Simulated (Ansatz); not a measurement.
**MoSi2: a failed or faulty run and its cure**

System: MoSi2 (C2/m, 3 atoms in the cell).
Method of run 1: DFT, PBE, plane waves, PAW, PAW set soft_1 (Ansatz 0.2.0).

The structure derives from an entry of the Crystallography Open Database. Text and figures count atoms from 1; the logs count them from 0 in places.

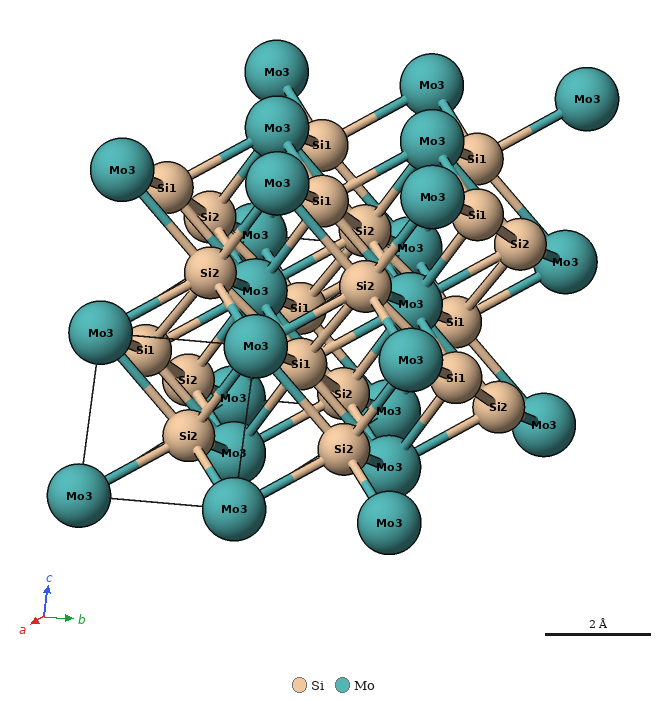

The structure (ball-and-stick view of the cell 2 times as large as that of the calculation, set on its symmetry axes, repeated 1 × 2 × 2, seen slightly off an axis; atoms are numbered from 1 in the order of the input). An atom can appear more than once, as a periodic image.

### The input, run 1
```yaml
crystal:
  lattice:
    - [-1.5870930084, 1.5870930084, 3.9366136217]
    - [1.5870930084, -1.5870930084, 3.9366136217]
    - [1.5870930084, 1.5870930084, -3.9366136217]
  atoms:
    - { symbol: Si, position: [0.3350971189, 0.3104466071, -0.0246505118] }
    - { symbol: Si, position: [0.6649028811, 0.6895533929, 0.0246505118] }
    - { symbol: Mo, position: [0.0, 0.0, 0.0] }
basis:
  ecutwfc: "520 ev"
kpoints:
  mp_grid: { grid: [18, 18, 18] }
hamiltonian:
  xc: pbe
  pseudopotentials: { kind: paw, azcp: { folder: soft_1 } }
scf:
  occupations: { method: gaussian, width: 0.15 }
  max_iter: 60
output:
  forces: true
  eigenvalues: true
  stress: true
```

Command:
```bash
ansatz run input.yaml --threads 2 --pin off --max-ram 4096MiB --backend cpu --events-out ev --progress --plain --runs-dir out
```

Hardware: 2 threads of Arm Neoverse V2, 24 GiB of memory available, shared host.

### Output (run 1)
```
Error: YAML parse error: error: line 11 column 12: unknown unit factor `ev` — a unit is read by its exact case: `eV` is a unit here, `ev` is not
  --> <input>:11:12
   |
 9 |     - { symbol: Mo, position: [0.0, 0.0, 0.0] }
10 | basis:
11 |   ecutwfc: "520 ev"
   |            ^ unknown unit factor `ev` — a unit is read by its exact case: `eV` is a unit here, `ev` is not
12 | kpoints:
13 |   mp_grid: { grid: [18, 18, 18] }
   |
```

Diagnose this run and give a change of the input that cures it.

The input was spoiled on purpose: a cutoff in the wrong unit (`basis.ecutwfc`). The program refused the input: “YAML parse error: error: line 11 column 12: unknown unit factor `ev` — a unit is read by its exact case: `eV` is a unit here, `ev` is not --> <input>:11:12 | 9 | - { symbol: Mo, position: [0.0, 0.0, 0.0] } 10 | basis: 11 | ecutwfc: "520 ev" | ^ unknown unit factor `ev` — a unit is read by its exact case: `eV` is a …”

A run of the same system that converges differs from this input as follows (lines with − go, lines with + come):
```diff
-  ecutwfc: "520 ev"
+  ecutwfc: 420
-  max_iter: 60
```

### Output, shortened to warnings, some set-up lines, iterations and results (run 2)
```
Basis set: ecut = 420 eV, 769 PW (Γ), FFT grids on a1+a3, a2+a3, a3, exchange–correlation on 48×48×64 points (8 copies of the dense FFT grid, shifted against one another)
Symmetry: 4 space group operations
k-points: 1550 of 5832
Initial density: superposition of atomic densities (chi_scale 0.1, normalization cell, long waves kept (reshape's long-wave potential 0.00 eV rms))
[...]
SCF iter   1: F=—  HF=-6230.261175 eV  |F-HF|=—  |Δ(HF+E_count)|=         —  Δρ=9.26e-2  dr2=5.14e0  ethr=3.10e-3  ⟨swp⟩=5.5  Hψ=135986  notcnv=0
SCF iter   2: F=—  HF=-6229.120609 eV  |F-HF|=—  |Δ(HF+E_count)|=    1.14e0  Δρ=3.12e-2  dr2=2.84e-1  ethr=3.10e-3  ⟨swp⟩=2.4  Hψ=58074  notcnv=0  defer=8
SCF iter   3: F=—  HF=-6229.077568 eV  |F-HF|=—  |Δ(HF+E_count)|=   4.30e-2  Δρ=1.51e-2  dr2=6.63e-2  ethr=1.29e-3  ⟨swp⟩=2.3  Hψ=34469  notcnv=0  defer=8
SCF iter   4: F=—  HF=-6229.066523 eV  |F-HF|=—  |Δ(HF+E_count)|=   1.10e-2  Δρ=2.54e-3  dr2=2.71e-3  ethr=3.01e-4  ⟨swp⟩=2.8  Hψ=35496  notcnv=0  defer=8
SCF iter   5: F=—  HF=-6229.065842 eV  |F-HF|=—  |Δ(HF+E_count)|=   6.81e-4  Δρ=3.28e-4  dr2=7.65e-5  ethr=1.23e-5  ⟨swp⟩=2.8  Hψ=38296  notcnv=0  defer=8
SCF iter   6: F=—  HF=-6229.065836 eV  |F-HF|=—  |Δ(HF+E_count)|=   6.29e-6  Δρ=3.36e-5  dr2=5.71e-7  ethr=3.48e-7  ⟨swp⟩=2.2  Hψ=29969  notcnv=0  defer=8
SCF iter   7: F=-6229.065836 eV  HF=-6229.065836 eV  |F-HF|=5.97e-9  |Δ(HF+E_count)|=   7.98e-8  Δρ=5.76e-6  dr2=1.40e-8  ethr=4.55e-10  ⟨swp⟩=5.9  Hψ=112737  notcnv=0
SCF 1 converged in 7 iterations: F = -6229.065836 eV  dr2 = 1.40e-8
SCF converged after 7 iterations
Free energy (F): -6229.065836 eV
Harris-Foulkes:  -6229.065836 eV  (|F-HF|=5.97e-9)
Internal energy: -6229.063007 eV  (E = F + TS)
E sigma→0 (E₀):  -6229.064421 eV
Entropy (-TS):   -0.002829 eV (-0.943 meV/atom)
Fermi energy:    16.264833 eV
--- Per-component energies (eV) ---
  E_band       = -41.671035
  E_kinetic    = 513.738740
  E_local      = -1123.430319  (includes V_loc(G=0)·N_el)
  E_nonlocal   = 192.807825
  E_hartree    = 430.116936
  E_xc         = -293.924100
  E_vxc        = -321.782523  (∫ρ·V_xc dr)
  E_paw        = -4235.226382  (= ΣΔE_a)
  E_vpaw       = -163.235926  (= ΣTr[D̂ρ^β])
  E_aug_tail   = 0.000122  (compensation charges beyond the density's cutoff)
  E_ewald      = -1713.145829
  E_smearing   = -0.002829  (= −TS)
  E_closure    = 0.000000  (closes the sum)
  Σ components = -6229.065836   (vs F -6229.065836, Δ=0.00e0)
--- Forces (eV/Å), atoms counted from 1 ---
  atom   1  Si     0.92856618     0.00000000     0.00113818
  atom   2  Si    -0.92856618     0.00000000    -0.00113818
  atom   3  Mo     0.00000000     0.00000000     0.00000000
  max |Σ_I F_I| component: 0.00e0 eV/Å
--- Stress (GPa, compression-positive) ---
        7.603450       0.000000      -1.220002
        0.000000       8.578016       0.000000
       -1.220002       0.000000       3.415276
  P = ⅓ Tr σ = 6.5322 GPa (65.322 kbar)
```

### The two runs side by side

| quantity | run 1 | run 2 |
| --- | --- | --- |
| outcome | refused | converged |
| free energy per atom (eV) | – | −2076.3553 |
| gap on the mesh (eV) | – | 0.00 |
| pressure (GPa) | – | 6.53 |
| volume per atom (Å³) | – | 13.22 |
| largest force (eV/Å) | – | 0.929 |
| SCF iterations | – | 7 |
| irreducible k-points | – | 1550 |
| plane waves at Γ | – | 769 |
